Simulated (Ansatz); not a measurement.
The structure in question:

```
Cs Pb Cl
1.0
     5.73568    0.00000    0.00000
     0.00000    5.73568    0.00000
     0.00000    0.00000    5.73568
Cs Pb Cl
1 1 3
Cartesian
  0.0000 0.0000 0.0000
  2.8678 2.8678 2.8678
  0.0000 2.8678 2.8678
  2.8678 2.8678 0.0000
  2.8678 0.0000 2.8678
```

> What crystal do these data define?

It has the composition CsPbCl3. It is primitive cubic, space group Pm-3m (No. 221). In terms of structure types, this is cubic perovskite. Cell content: 1 Cs, 1 Pb, 3 Cl, that is 1 formula unit. The polyhedra are PbCl6 octahedra; they share corners. Cs sits among twelve Cl in a cuboctahedral arrangement at 4.06 Å. About every Pb there are six Cl in an octahedral arrangement at 2.87 Å. Cl bonds to four Cs and two Pb in a distorted octahedral arrangement (4.06 Å to Cs, 2.87 Å to Pb). The bonds build a three-dimensional framework.

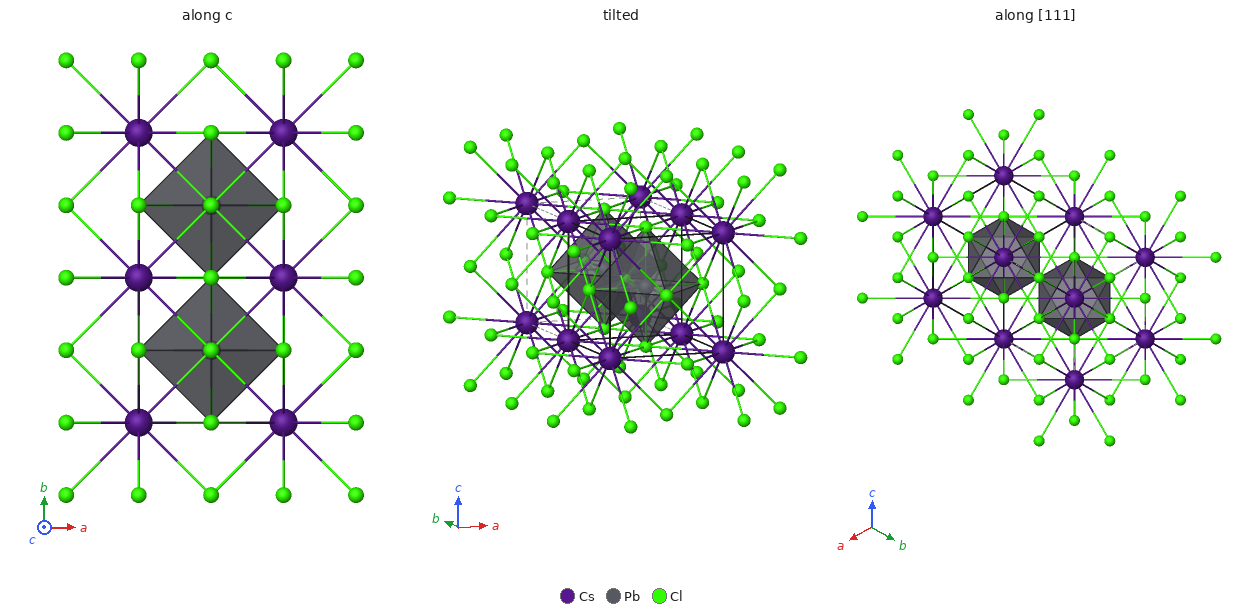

A polyhedral rendering, viewed along the c axis, slightly off an axis and along [111]. A 1×2×1 array of cells is drawn; the conventional unit cell has the solid edges. Some neighbours outside the box are added.

The model was built from a structure type known for this compound. Earlier steps of the study, as a rule a relaxation of our own, may have changed the cell and positions, so they can lie some per cent off the listed ones. A calculation with Ansatz used it as input.
